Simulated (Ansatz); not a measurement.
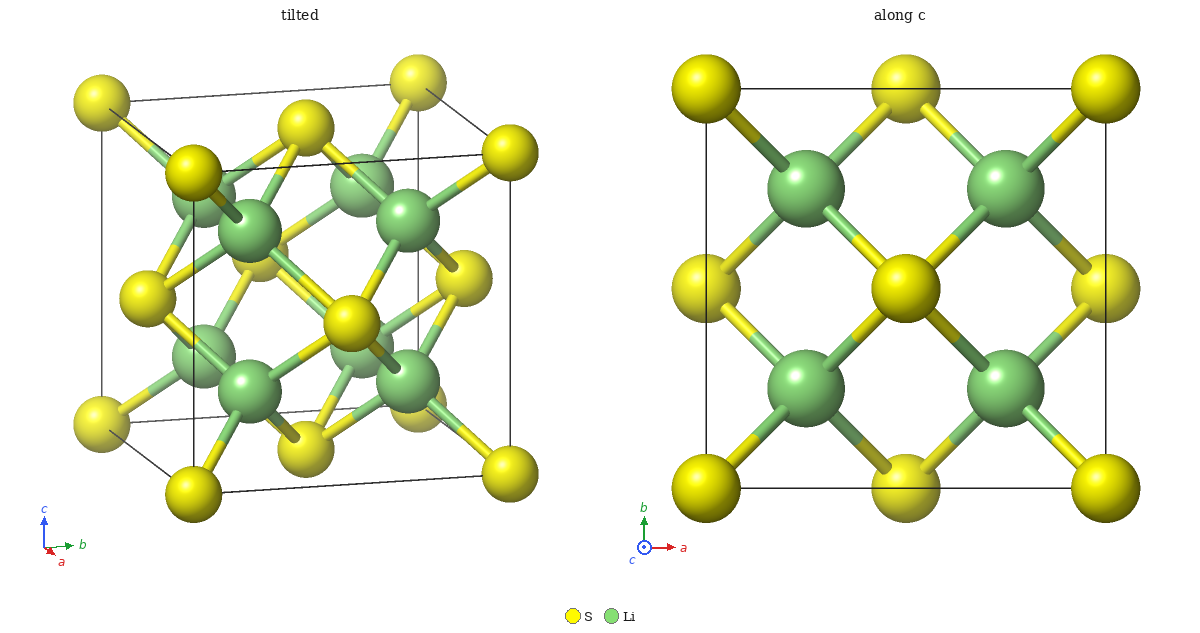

Ball-and-stick representation of a periodic structure, projected slightly off an axis and along the c axis. The parallelepiped is the conventional unit cell.

Li2S, space group Fm-3m (No. 225), a = 5.69 Å, b = 5.69 Å, c = 5.69 Å, α = 90.00°, β = 90.00°, γ = 90.00°.

Level of theory and settings: Ansatz, G0W0 on PBE, plane waves, PAW, a cutoff energy of 420 eV, k-points about 0.48 Å⁻¹ apart, no spin polarisation.

Q: Predict the gap.

A: An insulator at this level, with a gap of 3.38 eV, indirect; the smallest direct gap is 4.28 eV.

Source of the structure: a structure type filled with these elements by a generator (whether the compound takes this form wasn't checked). Earlier steps of the study may have refined or changed the cell and positions. An electronic-structure calculation with Ansatz was run on it.
